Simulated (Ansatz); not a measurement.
## ZrSe$_{2}$: geometry relaxation (part 1 of 2)

System: ZrSe$_{2}$ (P-3m1, 3 atoms in the cell).
Method: DFT r2SCAN+D3(BJ), scalar-relativistic, plane waves, PAW, no spin polarisation (Ansatz 0.2.0).

The structure derives from an entry of the Crystallography Open Database.

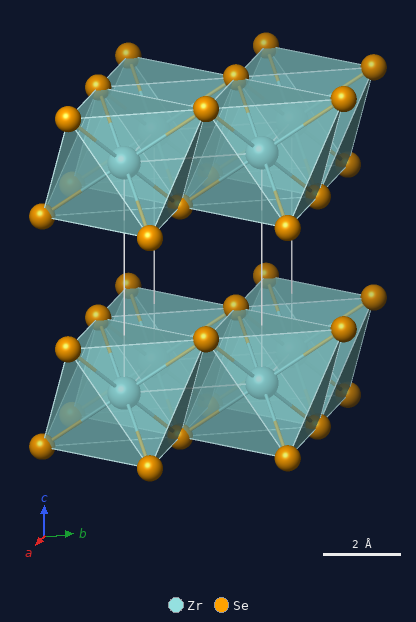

**Figure 1.** The input geometry (polyhedral view of the cell of the calculation, seen slightly off an axis; polyhedra are completed across the faces of the cell).

**Input file**
```yaml
crystal:
  lattice:
    - [3.798, 0.0, 0.0]
    - [-1.899, 3.2891644836, 0.0]
    - [0.0, 0.0, 6.192]
  atoms:
    - { symbol: Zr, position: [0.0, 0.0, 0.0] }
    - { symbol: Se, position: [0.3333333333, 0.6666666667, 0.25] }
    - { symbol: Se, position: [0.6666666667, 0.3333333333, 0.75] }
basis:
  ecutwfc: 500
kpoints:
  mp_grid: { grid: [9, 9, 6] }
hamiltonian:
  xc: r2scan
  dispersion: d3bj
scf:
  occupations: { method: gaussian, width: 0.02 }
output:
  forces: true
  stress: true
  eigenvalues: true
relax:
  adjacent_minimum: "off"
  f_tol: 0.005
  max_steps: 80
  cell: { stress_tol: 0.05 }
```

Launch command:
```bash
ansatz run input.yaml --threads 2 --pin off --max-ram 5120MiB --backend cpu --events-out ev --progress --plain --runs-dir out
```

**Output**
```
Warning: the engine holds no damping parameters fitted to this dispersion correction and functional, so the run takes those fitted to r2scan beside the three-body term, which d3bj leaves out (hamiltonian.dispersion, under Limitations)
Engine: ansatz 0.2.0, aarch64-unknown-linux-gnu
Pseudopotentials: kind: paw
Pseudopotential: Zr, paw, valence charge 12, recommended cutoff 500 eV (meta_gga), Zr.paw.azcp
Pseudopotential: Se, paw, valence charge 16, recommended cutoff 500 eV (meta_gga), Se.paw.azcp
Functional definition: r2SCAN
  parameter k0 = 0.174
  parameter k1 = 0.065
  parameter a1 = 4.9479
  exchange = r2scan_x(k0 = k0, k1 = k1, a1 = a1)
  correlation = r2scan_c
Crystal: 3 atoms, lattice volume = 77.352 Å³
Basis set: ecut = 500 eV, 1967 PW (Γ), exchange–correlation on 120×120×192 points (64 copies of the dense FFT grid, shifted against one another)
Bands: 27, of which v1, the nominal top of the filled ones, is band 22 counted from 1 (21 counted from 0)
Symmetry: 12 space group operations
Space group: P-3m1 (ITA 164), of the structure as read, at distance tolerance 4.3e-5 Å
k-points: 62 of 486
Non-local potential: Zr, projectors of the file, l = 0: 3, l = 1: 2, l = 2: 2, l = 3: 2
Non-local potential: Se, projectors of the file, l = 0: 2, l = 1: 2, l = 2: 3, l = 3: 1
PAW form: soft (Blöchl's): semilocal exchange-correlation on the pseudo side does not see the compensation charge
PAW frozen core: Zr, regenerated for the run's functional (the file was generated under x = pbe(κ = 0.804, μ = 0.2195149727645171), c = pbe(β = 0.06672455060314922))
PAW frozen core: Se, regenerated for the run's functional (the file was generated under x = pbe(κ = 0.804, μ = 0.2195149727645171), c = pbe(β = 0.06672455060314922))
PAW one-centre angular grid: Zr, 590 points (default); XC on 160 Gauss nodes
PAW one-centre angular grid: Se, 590 points (default); XC on 160 Gauss nodes
Initial density: superposition of atomic densities (neutral atoms: chi_scale 0, normalization atom), corrected by the library's trained network
Initial wavefunctions: pseudopotential atomic-orbital guess
Functional: x = r2scan, c = r2scan; τ floored in thin density (d = 2e-4 eV/Å³)
SCF iter   1: F=—  HF=-15156.556319 eV  |F-HF|=—  |Δ(HF+E_count)|=         —  Δρ=1.00e-2  dr2=2.20e-1  dr2_τ=2.31e-2  ethr=1.77e-3  ⟨swp⟩=5.8  Hψ=6477  notcnv=0
preconditioner: auto → Resta (q_TF=auto, 2.483 Å⁻¹)  ε∞=4.9  [insulator: Δε(μ)=0.927 eV  Ē_g=8.598 eV  σ=0.020 eV  W_gap=1.00  n_scr=22 (ndim 8)  ℏωp=16.9 eV  f_vac=0.070  D(μ)=0.00/eV (n_scr^D=0)  ε∞_Penn≈4.9]
SCF iter   2: F=—  HF=-15156.546093 eV  |F-HF|=—  |Δ(HF+E_count)|=   1.02e-2  Δρ=3.07e-3  dr2=7.02e-3  dr2_τ=4.29e-3  ethr=5.00e-4  ⟨swp⟩=2.8  Hψ=2896  notcnv=0  defer=62
SCF iter   3: F=—  HF=-15156.547902 eV  |F-HF|=—  |Δ(HF+E_count)|=   1.81e-3  Δρ=1.59e-3  dr2=1.40e-3  dr2_τ=8.99e-5  ethr=1.60e-5  ⟨swp⟩=2.1  Hψ=3224  notcnv=0  defer=62
SCF iter   4: F=—  HF=-15156.548387 eV  |F-HF|=—  |Δ(HF+E_count)|=   4.85e-4  Δρ=5.02e-4  dr2=1.30e-4  dr2_τ=8.09e-6  ethr=3.17e-6  ⟨swp⟩=2.0  Hψ=2284  notcnv=0  defer=62
SCF iter   5: F=—  HF=-15156.548453 eV  |F-HF|=—  |Δ(HF+E_count)|=   6.56e-5  Δρ=1.01e-4  dr2=9.59e-6  dr2_τ=6.11e-7  ethr=2.95e-7  ⟨swp⟩=3.0  Hψ=3039  notcnv=0  defer=62
SCF iter   6: F=—  HF=-15156.548460 eV  |F-HF|=—  |Δ(HF+E_count)|=   6.99e-6  Δρ=2.25e-5  dr2=3.74e-7  dr2_τ=2.86e-8  ethr=2.18e-8  ⟨swp⟩=2.0  Hψ=2095  notcnv=0  defer=62
SCF iter   7: F=-15156.548460 eV  HF=-15156.548460 eV  |F-HF|=5.29e-9  |Δ(HF+E_count)|=   2.16e-7  Δρ=4.25e-6  dr2=3.40e-8  dr2_τ=1.71e-9  ethr=2.27e-10  ⟨swp⟩=8.4  Hψ=7406  notcnv=0
SCF 1 converged in 7 iterations: F = -15156.548460 eV  dr2 = 3.40e-8
  greatest PAW one-centre occupation: 1.000 electrons in one spin orbital (limit 2), on the Se atom at site 2 (counted from 0), in its partial waves of l = 2
relax step   1: F+E_penalty+E_count = -15156.54845999 eV  Δ(F+E_penalty+E_count) = +0.000e0 eV  max|allowed force component| = 1.565e-1 eV/Å  Δτ_max = 0.0000 Å  P = +0.256 GPa  Ω = 77.352 Å³  (7 SCF iters, dr2 threshold 1.00e-7 eV, accepted)
Crystal: 3 atoms, lattice volume = 74.964 Å³
Basis set: ecut = 500 eV, 1919 PW (Γ), exchange–correlation on 120×120×192 points (64 copies of the dense FFT grid, shifted against one another)
Initial density: handed on by an earlier stage of this run
Initial wavefunctions: those handed on with the density
iter 1 solved again at ethr=1.95e-4 eV; its pass at ethr=3.10e-3 eV (dr2=8.60e-2 eV) is discarded
SCF iter   1: F=—  HF=-15156.550085 eV  |F-HF|=—  |Δ(HF+E_count)|=         —  Δρ=7.12e-3  dr2=8.66e-2  dr2_τ=4.28e-2  ethr=1.95e-4  ⟨swp⟩=1.0  Hψ=8280  notcnv=0
preconditioner: auto → Resta (q_TF=auto, 2.496 Å⁻¹)  ε∞=5.3  [insulator: Δε(μ)=0.325 eV  Ē_g=8.264 eV  σ=0.020 eV  W_gap=1.00  n_scr=22 (ndim 8)  ℏωp=17.2 eV  f_vac=0.035  D(μ)=0.00/eV (n_scr^D=0)  ε∞_Penn≈5.3]
SCF iter   2: F=—  HF=-15156.520585 eV  |F-HF|=—  |Δ(HF+E_count)|=   2.95e-2  Δρ=3.32e-3  dr2=7.80e-3  dr2_τ=7.19e-4  ethr=1.95e-4  ⟨swp⟩=2.0  Hψ=2447  notcnv=0
SCF iter   3: F=—  HF=-15156.520237 eV  |F-HF|=—  |Δ(HF+E_count)|=   3.49e-4  Δρ=1.31e-3  dr2=1.54e-3  dr2_τ=1.14e-4  ethr=1.77e-5  ⟨swp⟩=2.4  Hψ=2831  notcnv=0
SCF iter   4: F=—  HF=-15156.520541 eV  |F-HF|=—  |Δ(HF+E_count)|=   3.04e-4  Δρ=4.49e-4  dr2=1.88e-4  dr2_τ=3.07e-6  ethr=3.51e-6  ⟨swp⟩=2.0  Hψ=3286  notcnv=0
SCF iter   5: F=—  HF=-15156.520611 eV  |F-HF|=—  |Δ(HF+E_count)|=   7.05e-5  Δρ=1.53e-4  dr2=2.21e-5  dr2_τ=8.40e-7  ethr=4.26e-7  ⟨swp⟩=2.9  Hψ=2844  notcnv=0
SCF iter   6: F=—  HF=-15156.520616 eV  |F-HF|=—  |Δ(HF+E_count)|=   5.07e-6  Δρ=4.24e-5  dr2=1.45e-6  dr2_τ=4.54e-8  ethr=5.01e-8  ⟨swp⟩=2.0  Hψ=2976  notcnv=0
SCF iter   7: F=-15156.520619 eV  HF=-15156.520619 eV  |F-HF|=4.47e-9  |Δ(HF+E_count)|=   2.45e-6  Δρ=8.99e-6  dr2=7.33e-8  dr2_τ=3.14e-9  ethr=6.82e-10  ⟨swp⟩=5.8  Hψ=7275  notcnv=0
SCF 2 converged in 7 iterations: F = -15156.520619 eV  dr2 = 7.33e-8
relax step   2: F+E_penalty+E_count = -15156.52061885 eV  Δ(F+E_penalty+E_count) = +2.784e-2 eV  max|allowed force component| = 5.376e-1 eV/Å  Δτ_max = 0.0901 Å  P = -1.144 GPa  Ω = 74.964 Å³  energy of the carried Pulay correction = +3.901e-4 eV  (7 SCF iters, dr2 threshold 3.00e-7 eV, rejected (line search))
Crystal: 3 atoms, lattice volume = 76.659 Å³
Basis set: ecut = 500 eV, 1943 PW (Γ), exchange–correlation on 120×120×192 points (64 copies of the dense FFT grid, shifted against one another)
iter 1 solved again at ethr=9.47e-5 eV; its pass at ethr=3.10e-3 eV (dr2=4.17e-2 eV) is discarded
SCF iter   1: F=—  HF=-15156.521343 eV  |F-HF|=—  |Δ(HF+E_count)|=         —  Δρ=5.28e-3  dr2=4.18e-2  dr2_τ=2.40e-2  ethr=9.47e-5  ⟨swp⟩=1.0  Hψ=7654  notcnv=0
preconditioner: auto → Resta (q_TF=auto, 2.487 Å⁻¹)  ε∞=5.1  [insulator: Δε(μ)=0.693 eV  Ē_g=8.386 eV  σ=0.020 eV  W_gap=1.00  n_scr=22 (ndim 8)  ℏωp=17.0 eV  f_vac=0.069  D(μ)=0.00/eV (n_scr^D=0)  ε∞_Penn≈5.1]
SCF iter   2: F=—  HF=-15156.551721 eV  |F-HF|=—  |Δ(HF+E_count)|=   3.04e-2  Δρ=2.41e-3  dr2=4.67e-3  dr2_τ=2.59e-4  ethr=9.47e-5  ⟨swp⟩=2.1  Hψ=2485  notcnv=0
SCF iter   3: F=—  HF=-15156.551480 eV  |F-HF|=—  |Δ(HF+E_count)|=   2.41e-4  Δρ=8.13e-4  dr2=6.92e-4  dr2_τ=5.78e-5  ethr=1.06e-5  ⟨swp⟩=2.3  Hψ=2707  notcnv=0
SCF iter   4: F=—  HF=-15156.551661 eV  |F-HF|=—  |Δ(HF+E_count)|=   1.81e-4  Δρ=3.19e-4  dr2=1.06e-4  dr2_τ=2.06e-6  ethr=1.57e-6  ⟨swp⟩=2.0  Hψ=3285  notcnv=0
SCF iter   5: F=—  HF=-15156.551699 eV  |F-HF|=—  |Δ(HF+E_count)|=   3.78e-5  Δρ=9.46e-5  dr2=9.68e-6  dr2_τ=3.27e-7  ethr=2.40e-7  ⟨swp⟩=2.0  Hψ=2976  notcnv=0
SCF iter   6: F=—  HF=-15156.551700 eV  |F-HF|=—  |Δ(HF+E_count)|=   8.48e-7  Δρ=3.26e-5  dr2=9.18e-7  dr2_τ=2.98e-8  ethr=2.20e-8  ⟨swp⟩=2.0  Hψ=2976  notcnv=0
SCF iter   7: F=—  HF=-15156.551702 eV  |F-HF|=—  |Δ(HF+E_count)|=   1.74e-6  Δρ=5.96e-6  dr2=2.48e-8  dr2_τ=2.89e-9  ethr=2.09e-9  ⟨swp⟩=2.0  Hψ=2184  notcnv=0
SCF iter   8: F=—  HF=-15156.551702 eV  |F-HF|=—  |Δ(HF+E_count)|=   2.66e-8  Δρ=1.46e-6  dr2=1.92e-9  dr2_τ=1.22e-10  ethr=5.64e-11  ⟨swp⟩=2.1  Hψ=3035  notcnv=0
SCF iter   9: F=—  HF=-15156.551702 eV  |F-HF|=—  |Δ(HF+E_count)|=   1.57e-9  Δρ=3.17e-7  dr2=1.20e-10  dr2_τ=3.57e-12  ethr=4.36e-12  ⟨swp⟩=2.0  Hψ=2170  notcnv=0
SCF iter  10: F=-15156.551702 eV  HF=-15156.551702 eV  |F-HF|=7.28e-12  |Δ(HF+E_count)|=  8.91e-11  Δρ=8.69e-8  dr2=7.69e-12  dr2_τ=2.46e-13  ethr=1.00e-12  ⟨swp⟩=6.0  Hψ=7610  notcnv=0
the search or the solves at the SCF's close seem to have found levels that the self-consistency loop had missed (the run counts 1). By its estimate they hold under 1e-12 electrons; where the run keeps them, the occupations were computed again with them
SCF 3 converged in 10 iterations: F = -15156.551702 eV  dr2 = 7.69e-12
relax step   3: F+E_penalty+E_count = -15156.55170191 eV  Δ(F+E_penalty+E_count) = -3.242e-3 eV  max|allowed force component| = 1.526e-3 eV/Å  Δτ_max = 0.0229 Å  P = -0.036 GPa  Ω = 76.659 Å³  energy of the carried Pulay correction = +1.120e-4 eV  (10 SCF iters, accepted)
Initial wavefunctions: pseudopotential atomic-orbital guess (no wavefunctions were taken with the density)
iter 1 solved again at ethr=7.66e-8 eV; its pass at ethr=3.10e-3 eV (dr2=3.37e-5 eV) is discarded
SCF iter   1: F=—  HF=-15156.551589 eV  |F-HF|=—  |Δ(HF+E_count)|=         —  Δρ=1.43e-5  dr2=1.65e-8  dr2_τ=1.65e-7  ethr=7.66e-8  ⟨swp⟩=3.4  Hψ=11521  notcnv=0
preconditioner: auto → Resta (q_TF=auto, 2.487 Å⁻¹)  ε∞=5.1  [insulator: Δε(μ)=0.644 eV  Ē_g=8.360 eV  σ=0.020 eV  W_gap=1.00  n_scr=22 (ndim 8)  ℏωp=17.0 eV  f_vac=0.063  D(μ)=0.00/eV (n_scr^D=0)  ε∞_Penn≈5.1]
SCF iter   2: F=—  HF=-15156.551589 eV  |F-HF|=—  |Δ(HF+E_count)|=   6.65e-9  Δρ=7.27e-6  dr2=4.62e-9  dr2_τ=6.69e-9  ethr=3.76e-11  ⟨swp⟩=2.9  Hψ=3248  notcnv=0
SCF iter   3: F=—  HF=-15156.551589 eV  |F-HF|=—  |Δ(HF+E_count)|=   8.66e-9  Δρ=1.05e-6  dr2=8.46e-10  dr2_τ=2.74e-10  ethr=1.05e-11  ⟨swp⟩=2.0  Hψ=3038  notcnv=0
SCF iter   4: F=—  HF=-15156.551589 eV  |F-HF|=—  |Δ(HF+E_count)|=  1.82e-12  Δρ=2.51e-7  dr2=3.53e-11  dr2_τ=7.79e-12  ethr=1.92e-12  ⟨swp⟩=2.0  Hψ=1872  notcnv=0
SCF iter   5: F=-15156.551589 eV  HF=-15156.551589 eV  |F-HF|=7.28e-12  |Δ(HF+E_count)|=  9.09e-12  Δρ=6.76e-8  dr2=5.09e-12  dr2_τ=7.00e-13  ethr=1.00e-12  ⟨swp⟩=5.6  Hψ=7398  notcnv=0
SCF 4 converged in 5 iterations: F = -15156.551589 eV  dr2 = 5.09e-12
relax step   4: F+E_penalty+E_count = -15156.55158890 eV  Δ(F+E_penalty+E_count) = +1.130e-4 eV  max|allowed force component| = 1.521e-3 eV/Å  Δτ_max = 0.0000 Å  P = -0.036 GPa  Ω = 76.659 Å³  stress off target by 4.80e-2 GPa  SCF on the basis re-selected at this cell (its energy is not comparable with the rows above)  (5 SCF iters)
```
